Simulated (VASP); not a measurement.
# LiCl with PBE: from relaxation to properties

Wanted: the relaxed cell of LiCl and its properties. The steps: relaxing cell and atoms (PBE), density, ELF and potential (PBE), bands along the symmetry lines (PBE), total and projected DOS (PBE), electric field gradients (PBE) and dielectric tensor and Born charges (PBE). The start is a cell from a database of measured crystal structures.

Calculated with VASP 6.6.1; PBE; plane waves and PAW (Li_sv, Cl).

The database entry behind the starting cell differs from later determinations by our own check (0.1 to 0.3 % short, probably kX units), so it need not match the best structure at ambient conditions.

## 1. Set-up

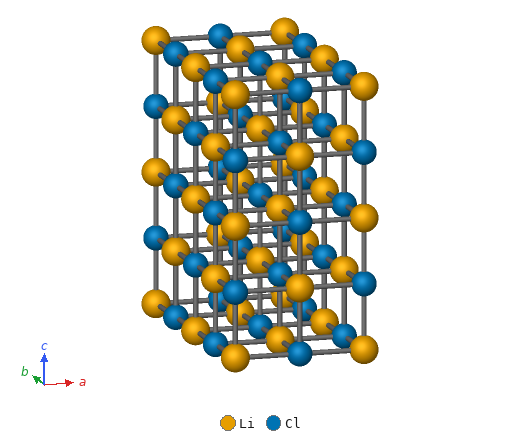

Start, viewed slightly off an axis; lithium orange, chlorine blue. 1×2×2 cells are drawn. This picture shows the conventional cell, with its axes. Some periodic images of atoms are drawn too.

## 2. Relaxing cell and atoms (PBE)

The start need not lie at this functional's minimum. ISIF = 3 frees volume, shape and positions, and EDIFFG sets the threshold on forces and stress at which the search stops. PBE, the usual starting point, adds the gradient of the density.

File INCAR:

```
SYSTEM = LiCl
PREC = Accurate
ENCUT = 650
EDIFF = 1E-06
NELM = 100
ISMEAR = 0
SIGMA = 0.05
LREAL = .FALSE.
ALGO = Normal
GGA = PE
NBANDS = 11
LORBIT = 11
LWAVE = .FALSE.
LCHARG = .FALSE.
KPAR = 2
IBRION = 2
NSW = 60
ISIF = 3
EDIFFG = -0.01
```

File POSCAR:

```
LiCl
1.0
    0.0000000000      2.5647700000      2.5647700000
    2.5647700000      0.0000000000      2.5647700000
    2.5647700000      2.5647700000      0.0000000000
Li Cl
1 1
Direct
    0.0000000000      0.0000000000      0.0000000000
    0.5000000000      0.5000000000      0.5000000000
```

File KPOINTS:

```
Automatic mesh
0
Gamma
8 8 8
0 0 0
```

PAW data sets: Li_sv and Cl (PBE family, release 64).

Started as:

```
> mpirun -np 2 vasp_std
```

The program printed:

```text
[banner, memory and clock lines left out]
running    2 mpi-ranks, on    1 nodes
 distrk:  each k-point on    1 cores,    2 groups
 distr:  one band on    1 cores,    1 groups

 POSCAR found type information on POSCAR LiCl
 POSCAR found :  2 types and       2 ions
 LDA part: xc-table for (Slater+PW92), standard interpolation
 POSCAR, INCAR and KPOINTS ok, starting setup
 FFT: planning ... GRIDC
 FFT: planning ... GRID_SOFT
 FFT: planning ... GRID
 WAVECAR not read
 entering main loop
       N       E                     dE             d eps       ncg     rms          rms(c)
DAV:   1     0.504300193791E+02    0.50430E+02   -0.47712E+03   638   0.978E+02
DAV:   2    -0.395670559263E+01   -0.54387E+02   -0.50293E+02   792   0.166E+02
DAV:   3    -0.735518812475E+01   -0.33985E+01   -0.33863E+01   844   0.434E+01
DAV:   4    -0.744859363411E+01   -0.93406E-01   -0.93326E-01   917   0.714E+00
DAV:   5    -0.744943604791E+01   -0.84241E-03   -0.84240E-03   824   0.716E-01    0.239E+00
DAV:   6    -0.737950152150E+01    0.69935E-01   -0.15626E-01   819   0.197E+00    0.170E+00
DAV:   7    -0.738070153562E+01   -0.12000E-02   -0.50194E-02   971   0.128E+00    0.920E-01
DAV:   8    -0.738478152967E+01   -0.40800E-02   -0.66310E-03   738   0.627E-01    0.147E-01
DAV:   9    -0.738475064619E+01    0.30883E-04   -0.18866E-04   792   0.107E-01    0.506E-02
DAV:  10    -0.738481254902E+01   -0.61903E-04   -0.10846E-04   730   0.765E-02    0.383E-02
DAV:  11    -0.738481325177E+01   -0.70276E-06   -0.84618E-06   882   0.198E-02
   1 F= -.73848133E+01 E0= -.73848133E+01  d E =-.738481E+01
 curvature:   0.00 expect dE= 0.000E+00 dE for cont linesearch  0.000E+00
 trial: gam= 0.00000 g(F)=  0.428E-60 g(S)=  0.252E-03 ort = 0.000E+00 (trialstep = 0.100E+01)
 search vector abs. value=  0.252E-03
 bond charge predicted
       N       E                     dE             d eps       ncg     rms          rms(c)
DAV:   1    -0.738591955356E+01   -0.11070E-02   -0.17033E-02   656   0.827E-01    0.201E-01
DAV:   2    -0.738511914112E+01    0.80041E-03   -0.18780E-03   789   0.261E-01    0.696E-02
DAV:   3    -0.738501668391E+01    0.10246E-03   -0.39695E-04   734   0.110E-01    0.431E-02
DAV:   4    -0.738500553443E+01    0.11149E-04   -0.10191E-05  1086   0.237E-02    0.689E-03
DAV:   5    -0.738500404659E+01    0.14878E-05   -0.17732E-06   531   0.855E-03    0.235E-03
DAV:   6    -0.738500414798E+01   -0.10139E-06   -0.11119E-07   394   0.316E-03
   2 F= -.73850041E+01 E0= -.73850041E+01  d E =-.190896E-03
 trial-energy change:   -0.000191  1 .order   -0.000189   -0.000252   -0.000125
 step:   1.9875(harm=  1.9875)  dis= 0.00000  next Energy=    -7.385064 (dE=-0.251E-03)
 bond charge predicted
       N       E                     dE             d eps       ncg     rms          rms(c)
DAV:   1    -0.738594911458E+01   -0.94507E-03   -0.16475E-02   638   0.813E-01    0.194E-01
DAV:   2    -0.738517960813E+01    0.76951E-03   -0.18108E-03   777   0.256E-01    0.678E-02
DAV:   3    -0.738508162255E+01    0.97986E-04   -0.38101E-04   725   0.108E-01    0.430E-02
DAV:   4    -0.738507079062E+01    0.10832E-04   -0.98239E-06  1080   0.233E-02    0.676E-03
DAV:   5    -0.738506935780E+01    0.14328E-05   -0.17243E-06   492   0.840E-03    0.228E-03
DAV:   6    -0.738506946014E+01   -0.10234E-06   -0.11255E-07   361   0.320E-03
   3 F= -.73850695E+01 E0= -.73850695E+01  d E =-.256208E-03
 curvature:  -0.99 expect dE=-0.355E-07 dE for cont linesearch -0.355E-07
 trial: gam=-0.01175 g(F)=  0.127E-60 g(S)=  0.357E-07 ort = 0.300E-05 (trialstep = 0.120E+01)
 search vector abs. value=  0.105E-09
 reached required accuracy - stopping structural energy minimisation
```

It took 16 s on 2 MPI ranks of AMD EPYC 7R43, shared host; peak memory 0.26 GiB; 31 s of CPU time.

The logs omit lines about the potential files and the build; timing stands in the text.

From OUTCAR (step 2):

```text
ion  position               nearest neighbor table
   1  0.000  0.000  0.000-   2 2.56   2 2.56   2 2.56   2 2.56   2 2.56   2 2.56
   2  0.500  0.500  0.500-   1 2.56   1 2.56   1 2.56   1 2.56   1 2.56   1 2.56

  LATTYP: Found a face centered cubic cell.
 ALAT       =     5.1295400000

 Subroutine GETGRP returns: Found 48 space group operations
 (whereof 48 operations were pure point group operations)

The static configuration has the point symmetry O_h .

 Found     29 irreducible k-points:

   k-points           NKPTS =     29   k-points in BZ     NKDIM =     29   number of bands    NBANDS=     11

   dimension x,y,z NGX =    30 NGY =   30 NGZ =   30
   dimension x,y,z NGXF=    60 NGYF=   60 NGZF=   60

   ENCUT  =  650.0 eV  47.77 Ry    6.91 a.u.   7.54  7.54  7.54*2*pi/ulx,y,z

   NELECT =      10.0000    total number of electrons

 k-points in reciprocal lattice and weights: Automatic mesh
   0.00000000  0.00000000  0.00000000       0.002
   0.12500000  0.00000000  0.00000000       0.016
   0.25000000  0.00000000  0.00000000       0.016
   0.37500000  0.00000000  0.00000000       0.016
   0.50000000  0.00000000  0.00000000       0.008
   0.12500000  0.12500000  0.00000000       0.012
   0.25000000  0.12500000  0.00000000       0.047
   0.37500000  0.12500000  0.00000000       0.047
   0.50000000  0.12500000  0.00000000       0.047
[...]
-0.37500000  0.50000000  0.12500000       0.023
  -0.25000000  0.50000000  0.25000000       0.012

 average (electrostatic) potential at core
       1 -62.0974       2 -92.6590

 E-fermi :   0.8397

 k-point     1 :       0.0000    0.0000    0.0000
  band No.  band energies     occupation
      1     -43.0174      2.00000
      2     -12.8510      2.00000
      3       0.5158      2.00000
      4       0.5158      2.00000
      5       0.5158      2.00000
      6       6.8066      0.00000
      7      12.4471      0.00000
      8      12.4471      0.00000
      9      12.4471      0.00000
     10      14.9937      0.00000
    ...

 k-point     2 :       0.1250    0.0000    0.0000
  band No.  band energies     occupation
      1     -43.0172      2.00000
      2     -12.7769      2.00000
      3      -0.0038      2.00000
      4       0.4754      2.00000
      5       0.4754      2.00000
      6       7.2663      0.00000
      7      11.6588      0.00000
      8      12.3406      0.00000
      9      12.3406      0.00000
     10      13.5948      0.00000
    ...

 k-point     3 :       0.2500    0.0000    0.0000
  band No.  band energies     occupation
      1     -43.0163      2.00000
      2     -12.5880      2.00000
      3      -1.0445      2.00000
      4       0.3830      2.00000
      5       0.3830      2.00000
      6       7.7084      0.00000
      7      11.1980      0.00000
      8      11.1980      0.00000
      9      11.4622      0.00000
     10      14.4471      0.00000
    ...

  Total        0.0007022      0.0007022      0.0007022      0.0000000      0.0000000      0.0000000
  in kB        0.0330620      0.0330620      0.0330620      0.0000000      0.0000000      0.0000000
  external PRESSURE =       0.0330620 kB  Pullay stress =       0.0000000 kB

  energy-cutoff  :      650.00
  volume of cell :       34.03
      direct lattice vectors                 reciprocal lattice vectors
    -0.000000000  2.572032636  2.572032636    -0.194398777  0.194398777  0.194398777
     2.572032636 -0.000000000  2.572032636     0.194398777 -0.194398777  0.194398777
     2.572032636  2.572032636  0.000000000     0.194398777  0.194398777 -0.194398777

 POSITION                                       TOTAL-FORCE (eV/Angst)
 -----------------------------------------------------------------------------------
      0.00000      0.00000      0.00000         0.000000      0.000000      0.000000
      2.57203      2.57203      2.57203        -0.000000     -0.000000     -0.000000
 -----------------------------------------------------------------------------------
    total drift:                               -0.000000     -0.000000      0.000000

  FREE ENERGIE OF THE ION-ELECTRON SYSTEM (eV)
  ---------------------------------------------------
  free  energy   TOTEN  =        -7.3850694601 eV

  energy  without entropy=       -7.3850694601  energy(sigma->0) =       -7.38506946

 reached required accuracy - stopping structural energy minimisation

 total charge
# of ion       s       p       d       tot
------------------------------------------
    1        2.006   0.033   0.000   2.039
    2        1.589   3.590   0.000   5.179
--------------------------------------------------
tot          3.595   3.623   0.000   7.219

[... 3 further parts left out ...]
```

CONTCAR:

```
LiCl
   1.00000000000000
    -0.0000000000000000    2.5720326364447881    2.5720326364447881
     2.5720326364447881   -0.0000000000000000    2.5720326364447881
     2.5720326364447881    2.5720326364447881    0.0000000000000000
  Li              Cl
     1     1
Direct
     0.0000000000000000    0.0000000000000000    0.0000000000000000
     0.5000000000000000    0.5000000000000000    0.5000000000000000
```

The gap is read on the k-mesh alone, so it is an upper bound where the band edges lie off the mesh. The run keeps the 48 symmetry operations of its start, so it cannot find a distortion of lower symmetry.

Relaxation path:

```csv
step,energy less that of the first step (eV),largest force (eV/Å),pressure (GPa),volume (Å³)
1,0.0000,0.0000,0.28,33.74
2,-0.0002,0.0000,0.14,33.89
3,-0.0003,0.0000,0.00,34.03
```

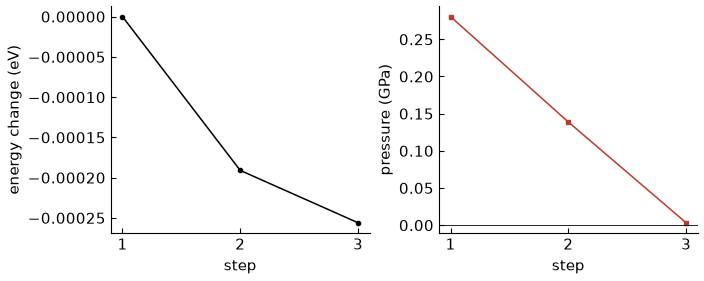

Energy and pressure along the relaxation.

```csv
"conventional cell, symmetrised",before,after,change
a (Å),5.130,5.144,+0.3 %
b (Å),5.130,5.144,+0.3 %
c (Å),5.130,5.144,+0.3 %
volume (Å³/atom),16.87,17.01,+0.9 %
```

The relaxed structure:

```cif
data_structure
_symmetry_space_group_name_H-M 'P 1'
_symmetry_Int_Tables_number 1
_cell_length_a 3.6374
_cell_length_b 3.6374
_cell_length_c 3.6374
_cell_angle_alpha 60.000
_cell_angle_beta 60.000
_cell_angle_gamma 60.000
_cell_volume 34.03
loop_
_atom_site_label
_atom_site_type_symbol
_atom_site_fract_x
_atom_site_fract_y
_atom_site_fract_z
_atom_site_occupancy
Li1 Li 0.00000 0.00000 0.00000 1
Cl2 Cl 0.50000 0.50000 0.50000 1
```

This step gave:

| Quantity | Value |
| --- | --- |
| electrons | 10 |
| bands | 11 |
| irreducible k-points | 29 |
| symmetry operations | 48 |
| free energy (TOTEN) | -7.385 eV |
| Fermi energy | 0.8397 eV |
| pressure | 0.003306 GPa |
| metallic | no |
| valence top at k | 0, 0, 0 |
| conduction bottom at k | 0, 0, 0 |
| least direct gap at k | 0, 0, 0 |
| SCF cycles over all ionic steps | 23 |
| gap on the k-mesh | 6.291 eV |
| least direct gap on the k-mesh | 6.291 eV |

It ends with forces that vanish by symmetry and a pressure of 0.00 GPa. The volume lies +0.9 % from that of the database's start.

## 3. Density, ELF and potential (PBE)

A single point on the relaxed cell gives a clean self-consistent state, with density, ELF and potential written out.

Edit INCAR of step 2 so:

```diff
@@ -13,7 +13,5 @@
 LWAVE = .FALSE.
-LCHARG = .FALSE.
-KPAR = 2
-IBRION = 2
-NSW = 60
-ISIF = 3
-EDIFFG = -0.01
+LCHARG = .TRUE.
+ISIF = 2
+LELF = .TRUE.
+LVHAR = .TRUE.
```

File POSCAR:

```
LiCl
1.0
    0.0000000000      2.5720326364      2.5720326364
    2.5720326364      0.0000000000      2.5720326364
    2.5720326364      2.5720326364      0.0000000000
Li Cl
1 1
Direct
    0.0000000000      0.0000000000      0.0000000000
    0.5000000000      0.5000000000      0.5000000000
```

KPOINTS is that of step 2.

Started as:

```
> mpirun -np 2 vasp_std
```

The program printed:

```text
[banner, memory and clock lines left out]
running    2 mpi-ranks, on    1 nodes
 distrk:  each k-point on    2 cores,    1 groups
 distr:  one band on    1 cores,    2 groups

 POSCAR found type information on POSCAR LiCl
 POSCAR found :  2 types and       2 ions
 LDA part: xc-table for (Slater+PW92), standard interpolation
|                                                                             |
|           W    W    AA    RRRRR   N    N  II  N    N   GGGG   !!!           |
|           W    W   A  A   R    R  NN   N  II  NN   N  G    G  !!!           |
|           W    W  A    A  R    R  N N  N  II  N N  N  G       !!!           |
|           W WW W  AAAAAA  RRRRR   N  N N  II  N  N N  G  GGG   !            |
|           WW  WW  A    A  R   R   N   NN  II  N   NN  G    G                |
|           W    W  A    A  R    R  N    N  II  N    N   GGGG   !!!           |
|                                                                             |
|     The number of bands has been changed from the values supplied in        |
|     The orbitals not found in the WAVECAR file will be initialized with     |
|     random numbers, which is usually adequate. For correlated               |
|     calculations, however, you should redo the groundstate calculation.     |
|     I found NBANDS = 11. Now, NBANDS = 12.                                  |
|                                                                             |

 POSCAR, INCAR and KPOINTS ok, starting setup
 FFT: planning ... GRIDC
 FFT: planning ... GRID_SOFT
 FFT: planning ... GRID
 WAVECAR not read
 entering main loop
       N       E                     dE             d eps       ncg     rms          rms(c)
DAV:   1     0.425617471485E+02    0.42562E+02   -0.46784E+03   696   0.898E+02
DAV:   2    -0.471810717900E+01   -0.47280E+02   -0.44993E+02   876   0.151E+02
DAV:   3    -0.738500802328E+01   -0.26669E+01   -0.26572E+01   928   0.371E+01
DAV:   4    -0.744925567822E+01   -0.64248E-01   -0.64231E-01   900   0.586E+00
DAV:   5    -0.745061308497E+01   -0.13574E-02   -0.13574E-02   948   0.751E-01    0.238E+00
DAV:   6    -0.737979530801E+01    0.70818E-01   -0.15431E-01   872   0.182E+00    0.169E+00
DAV:   7    -0.738105609791E+01   -0.12608E-02   -0.48966E-02  1052   0.118E+00    0.922E-01
DAV:   8    -0.738519818893E+01   -0.41421E-02   -0.66438E-03   812   0.578E-01    0.160E-01
DAV:   9    -0.738515858745E+01    0.39601E-04   -0.19041E-04   868   0.993E-02    0.570E-02
DAV:  10    -0.738522046365E+01   -0.61876E-04   -0.11912E-04   804   0.724E-02    0.505E-02
DAV:  11    -0.738522035782E+01    0.10583E-06   -0.13639E-05   876   0.225E-02    0.183E-03
DAV:  12    -0.738522073545E+01   -0.37763E-06   -0.52772E-07   760   0.531E-03
   1 F= -.73852207E+01 E0= -.73852207E+01  d E =-.648640E-22
```

Elapsed: 13 s, on 2 MPI ranks; peak memory 0.22 GiB.

OUTCAR, selected parts (step 3):

```text
  LATTYP: Found a face centered cubic cell.
 ALAT       =     5.1440652728

The static configuration has the point symmetry O_h .

 Found     29 irreducible k-points:

   k-points           NKPTS =     29   k-points in BZ     NKDIM =     29   number of bands    NBANDS=     12

   ENCUT  =  650.0 eV  47.77 Ry    6.91 a.u.   7.56  7.56  7.56*2*pi/ulx,y,z

   NELECT =      10.0000    total number of electrons

 E-fermi :   0.8420

 k-point     1 :       0.0000    0.0000    0.0000
  band No.  band energies     occupation
      1     -43.0177      2.00000
      2     -12.8513      2.00000
      3       0.5155      2.00000
      4       0.5155      2.00000
      5       0.5155      2.00000
      6       6.8065      0.00000
      7      12.4472      0.00000
      8      12.4472      0.00000
      9      12.4472      0.00000
     10      14.9938      0.00000
    ...

 k-point     2 :       0.1250    0.0000    0.0000
  band No.  band energies     occupation
      1     -43.0174      2.00000
      2     -12.7772      2.00000
      3      -0.0040      2.00000
      4       0.4751      2.00000
      5       0.4751      2.00000
      6       7.2661      0.00000
      7      11.6588      0.00000
      8      12.3406      0.00000
      9      12.3406      0.00000
     10      13.5948      0.00000
    ...

  Total        0.0043253      0.0043253      0.0043253     -0.0000000      0.0000000     -0.0000000
  in kB        0.2036438      0.2036438      0.2036438     -0.0000000      0.0000000     -0.0000000
  external PRESSURE =       0.2036438 kB  Pullay stress =       0.0000000 kB

  energy-cutoff  :      650.00
  volume of cell :       34.03
      direct lattice vectors                 reciprocal lattice vectors
     0.000000000  2.572032636  2.572032636    -0.194398777  0.194398777  0.194398777
     2.572032636  0.000000000  2.572032636     0.194398777 -0.194398777  0.194398777
     2.572032636  2.572032636  0.000000000     0.194398777  0.194398777 -0.194398777

 POSITION                                       TOTAL-FORCE (eV/Angst)
 -----------------------------------------------------------------------------------
      0.00000      0.00000      0.00000        -0.000000     -0.000000      0.000000
      2.57203      2.57203      2.57203         0.000000      0.000000     -0.000000
 -----------------------------------------------------------------------------------
    total drift:                               -0.000000     -0.000000      0.000000

  FREE ENERGIE OF THE ION-ELECTRON SYSTEM (eV)
  ---------------------------------------------------
  free  energy   TOTEN  =        -7.3852207354 eV

  energy  without entropy=       -7.3852207354  energy(sigma->0) =       -7.38522074

[... 4 parts as in an earlier step ...]

[... 6 further parts left out ...]
```

Numbers from this step:

```
SCF cycles   : 12
bands        : 12
Fermi energy : 0.842 eV
pressure     : 0.02036 GPa
```

Valence electrons inside each PAW sphere by angular momentum. Sphere charges, by row:

```csv
atom,s (e),p (e),d (e),tot (e)
Li1,2.006,0.033,0,2.039
Cl2,1.589,3.59,0,5.179
```

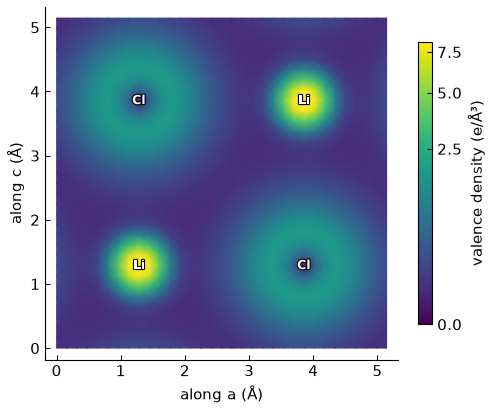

Valence density in the ac plane of the conventional cell at fractional y = 0.000, with atoms of Li and Cl within 0.2 Å of it. It is the smooth field of the valence electrons, not physical close to the nuclei. The map starts off the cell's origin, so that atoms lie inside it. The colour scale is stretched toward low values.

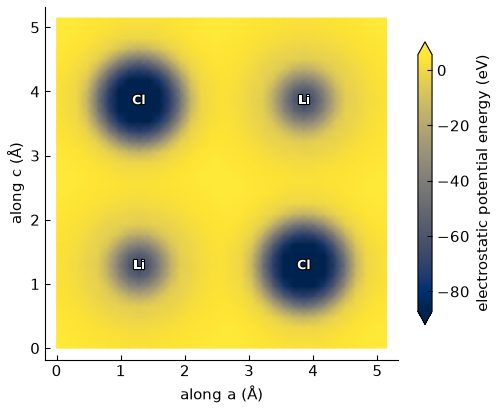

Electrostatic potential energy in the ac plane of the conventional cell at fractional y = 0.000, with atoms of Li and Cl within 0.2 Å of it. With pseudopotentials it is smooth inside the atoms' cores, unlike the true potential. The map starts off the cell's origin, so that atoms lie inside it.

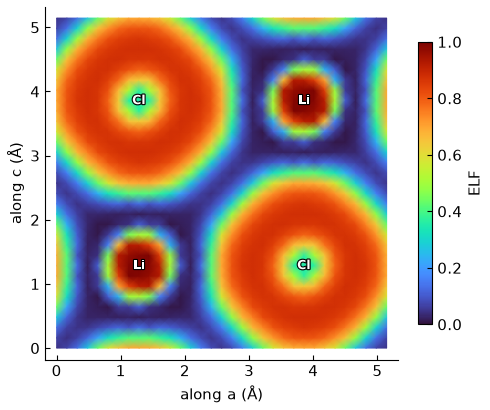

ELF in the ac plane of the conventional cell at fractional y = 0.000, with atoms of Li and Cl within 0.2 Å of it. It is the smooth field of the valence electrons, not physical close to the nuclei. The map starts off the cell's origin, so that atoms lie inside it.

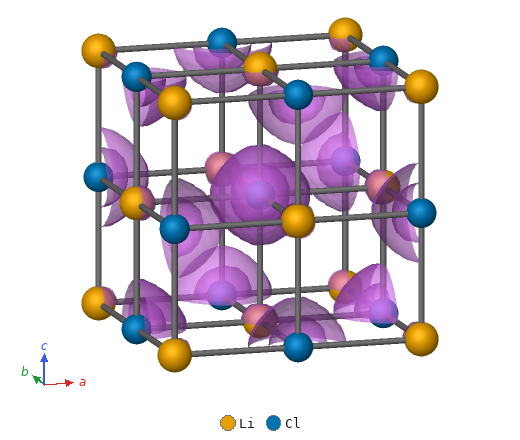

Surface of ELF = 0.85.

In this run the pressure is 0.02 GPa, small enough to go on.

[end of part 1 of 3]

[Lines on the potential files, build, host, timing and source positions are cut from VASP's logs without a mark.]

[Logs are printed without paths, hosts, clocks, repeated set-up lines and the standing remarks that a program may print on its own settings, such as how far it seeks lower states.]

[Hosts, paths, dates, database ids (printed as entryN), source tags and the programs' standing remarks are cut or masked in the printed files.]

[A measured line is paired with the nearest computed mode of its activity, which favours agreement.]
